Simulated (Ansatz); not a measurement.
## Electronic structure of CoO in real space

```yaml
crystal:
  lattice:
    - [3.13930, 0.00000, -0.00061]
    - [0.00000, 3.13930, -0.00061]
    - [-0.00076, -0.00076, 3.88491]
  atoms:
    - { symbol: Co, position: [0.00000, 0.00000, 0.00000] }
    - { symbol: Co, position: [0.50000, 0.50000, 0.50000] }
    - { symbol: O, position: [0.00000, 0.00000, 0.50000] }
    - { symbol: O, position: [0.50000, 0.50000, 0.00000] }
```

Space group I4/mmm; changed on purpose from its base cell (band edges of the strained film's bulk); computed pressure about −5 GPa in this cell; spin-polarised.

All numbers below come from DFT PBEsol, scalar-relativistic, plane waves, PAW in Ansatz 0.2.0.

The density is the valence pseudo-density of a PAW calculation; it isn't the true density close to the nuclei.

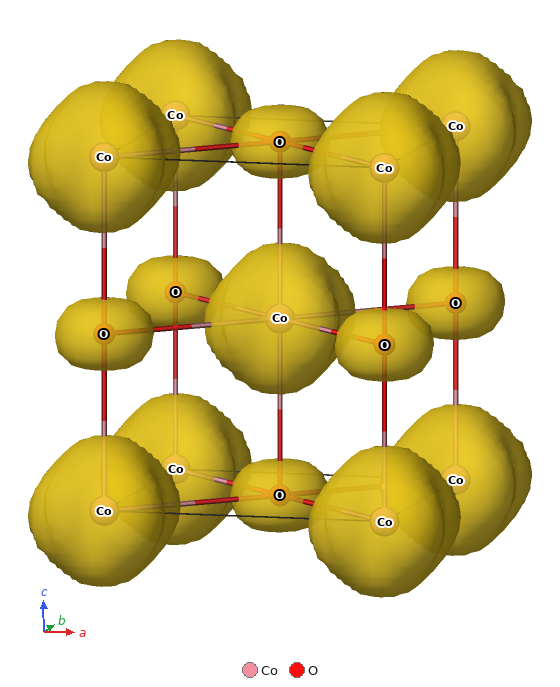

Figure 1. Isosurface of the spin density at +0.2 e/Å³ (yellow), seen slightly off an axis. Sticks mark near contacts.

Which atoms carry the moments, and with what signs?

Answer. The spin density sits on Co: +2.3 μB (×2) in one cell of 4 atoms, with smaller moments on other sites: O (up to +0.31 μB): parallel main moments (a ferromagnetic arrangement) in this solution. The cell of the calculation (2 atoms) carries 2.8 μB of net spin moment.

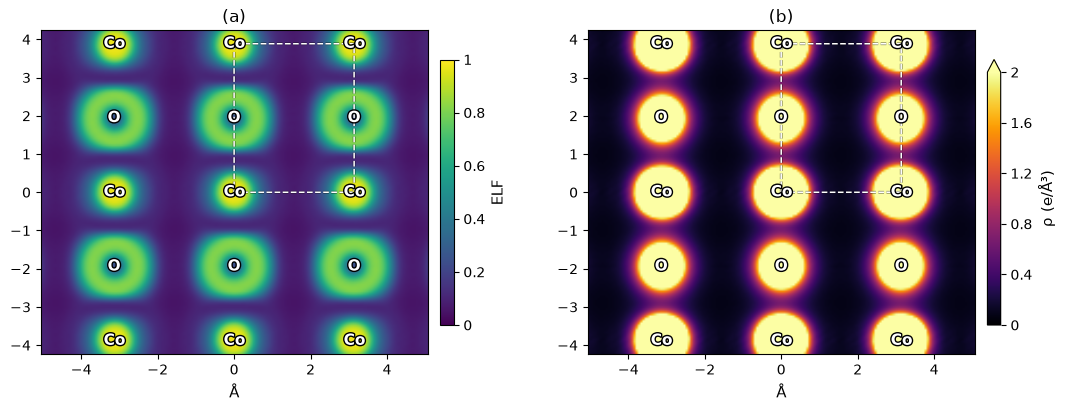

Figure 2. (a) electron localisation function; (b) valence electron density on the (100) plane of the conventional cell.

Describe what can be read from this map.

Answer. Atoms in the plane: Co and O.
Co–O (1.94 Å): ρ at the midpoint is about 0.66 e/Å³; the ELF peaks at about 0.80 in the valence shell of O, 0.6 Å from its nucleus, and is about 0.15 at the midpoint (no localised pair shows between them).
Between the atoms the lowest density in this plane is 0.08 e/Å³.
The features right at Co lie inside the PAW spheres, where the map follows smoothed inner orbitals and isn't to be read closely.

Does the calculation make it a metal, or give it a gap?

Answer. It is metallic or semimetallic at this level of theory: no gap opens; semilocal functionals without U, or without the true magnetic order, often close the gap of such compounds.
